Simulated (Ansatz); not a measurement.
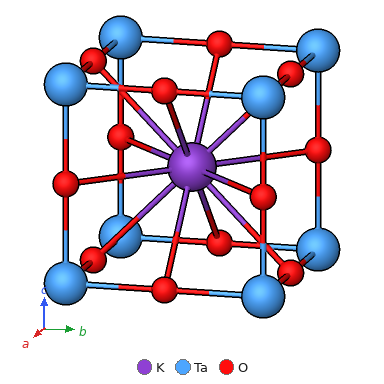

System: a slab cut from KTaO₃ (slab content K₂Ta₃O₈), space group Pm-3m (No. 221). The picture shows the bulk cell.

Structure:
```yaml
crystal:
  lattice:
    - [3.99018, 0.00000, 0.00000]
    - [0.00000, 3.99018, 0.00000]
    - [0.00000, 0.00000, 3.99018]
  atoms:
    - { symbol: K, position: [0.50000, 0.50000, 0.50000] }
    - { symbol: Ta, position: [0.00000, 0.00000, 0.00000] }
    - { symbol: O, position: [0.50000, 0.00000, 0.00000] }
    - { symbol: O, position: [0.00000, 0.50000, 0.00000] }
    - { symbol: O, position: [0.00000, 0.00000, 0.50000] }
```

Input of one of the runs behind the figure:
```
crystal:
  lattice:
    - [3.9901837646, 0.0, 0.0]
    - [0.0, 3.9901837646, 0.0]
    - [0.0, 0.0, 22.9803675292]
  atoms:
    - { symbol: Ta, position: [0.0, 0.0, 0.3263655375] }
    - { symbol: O, position: [0.5, 0.0, 0.3263655375] }
    - { symbol: O, position: [0.0, 0.5, 0.3263655375] }
    - { symbol: K, position: [0.5, 0.5, 0.4131827687] }
    - { symbol: O, position: [0.0, 0.0, 0.4131827687] }
    - { symbol: Ta, position: [0.0, 0.0, 0.5] }
    - { symbol: O, position: [0.5, 0.0, 0.5] }
    - { symbol: O, position: [0.0, 0.5, 0.5] }
    - { symbol: K, position: [0.5, 0.5, 0.5868172313] }
    - { symbol: O, position: [0.0, 0.0, 0.5868172313] }
    - { symbol: Ta, position: [0.0, 0.0, 0.6736344625] }
    - { symbol: O, position: [0.5, 0.0, 0.6736344625] }
    - { symbol: O, position: [0.0, 0.5, 0.6736344625] }
basis:
  ecutwfc: 500
kpoints:
  mp_grid: { grid: [7, 7, 1] }
hamiltonian:
  xc: r2scan
scf:
  occupations: { method: gaussian, width: 0.05 }
output:
  forces: true
  eigenvalues: true
relax:
  adjacent_minimum: "off"
  f_tol: 0.02
  max_steps: 60
efield:
  axis: 3
  dipole_correction: true
```

Method: spacing and rumpling of the atomic planes of a slab cut from the relaxed bulk cell along the Miller plane (conventional indices), bottom to top, after all atoms relax, plane waves with PAW datasets, Γ-centred k mesh (Ansatz 0.2.0). Level: r2SCAN, no spin polarisation.

- space group in which the indices count: 221
- Miller index h: 1
- Miller index k: 0
- Miller index l: 0
- top plane: TaO2
- bottom plane: TaO2
- planes: 5
- surface cell: (1, 1)
- slab thickness as cut: 7.98 Å
- vacuum: 15 Å
- surface area: 15.92 Å²
- surface a: 3.99 Å
- surface b: 3.99 Å
- surface angle: 90 °
- slab atoms: 13
- excess atoms: O2 Ta1
- wave cutoff: 500 eV
- k mesh: 7×7×1
- occupations: Gaussian
- smearing width: 0.05 eV
- boundary: dipole corrected

Predict the spacing change of each pair of planes. The cases: 1–2; 2–3; 3–4; 4–5.

The least value, 0.018 Å, is that of 1–2 and 4–5, and the largest, 0.042 Å, that of 2–3 and 3–4.

```json
{"pair of planes": "1–2", "spacing change (Å)": "0.018", "spacing to next (Å)": "2.013", "content of the two planes": "TaO2 and KO"}
{"pair of planes": "2–3", "spacing change (Å)": "0.042", "spacing to next (Å)": "2.037", "content of the two planes": "KO and TaO2"}
{"pair of planes": "3–4", "spacing change (Å)": "0.042", "spacing to next (Å)": "2.037", "content of the two planes": "TaO2 and KO"}
{"pair of planes": "4–5", "spacing change (Å)": "0.018", "spacing to next (Å)": "2.013", "content of the two planes": "KO and TaO2"}
```

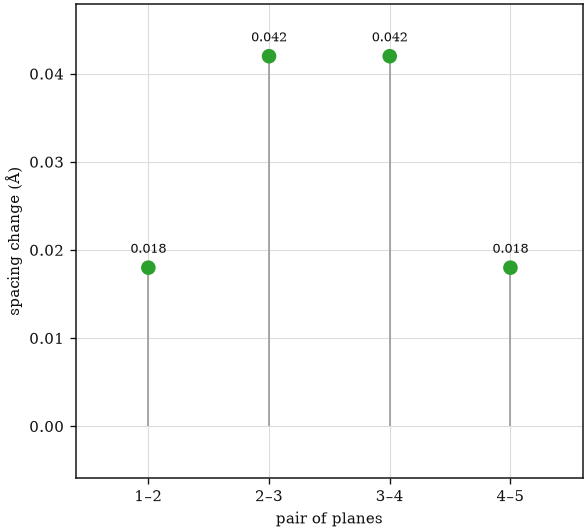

Note: no spin polarisation, a magnetic state may lie lower; polar or open-shell cut of an insulator, not reconstructed.
